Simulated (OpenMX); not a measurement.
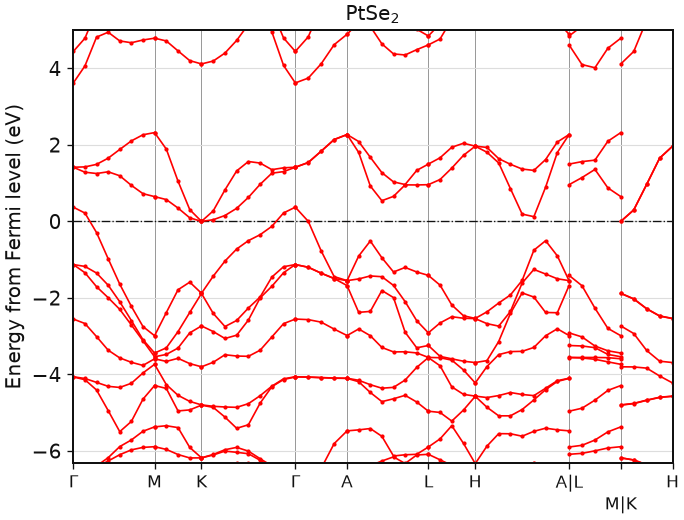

Band structure. Energies are counted from the Fermi level.

Question: What lattice type does the k path imply?

Answer: A hexagonal (primitive) lattice: the path Γ–M–K–Γ–A–L–H–A|L–M|K–H runs through the special points of its Brillouin zone.

System: CdI2-type PtSe2, space group P-3m1 (No. 164), 3 atoms in the cell.

```
Pt Se
1.0
     3.72400    0.00000    0.00000
    -1.86200    3.22508    0.00000
     0.00000    0.00000    5.06200
Pt Se
1 2
Direct
  0.00000 0.00000 0.00000
  0.66667 0.33333 0.75000
  0.33333 0.66667 0.25000
```

OpenMX 3.8.5; PBE, OpenMX 2013 PBE set, Pt7.0-s3p2d2f1, Se7.0-s3p2d2, grid cutoff 400 Ry, no spin polarisation, no spin-orbit coupling, 7×7×5 k mesh, Fermi-Dirac smearing of 0.05 eV.

Question: Metal, semiconductor or insulator?

Answer: A metal: bands cross the Fermi level along this path.

The basis of atomic orbitals isn't converged, which shifts gaps and empty levels. Spin-orbit coupling is left out, which matters for Pt and Se. The k mesh is thin for a metal, so its Fermi level is uncertain. The cell is at 8 GPa in this functional. Bands are joined in order of energy, so crossings between the computed points show as kinks or gaps.
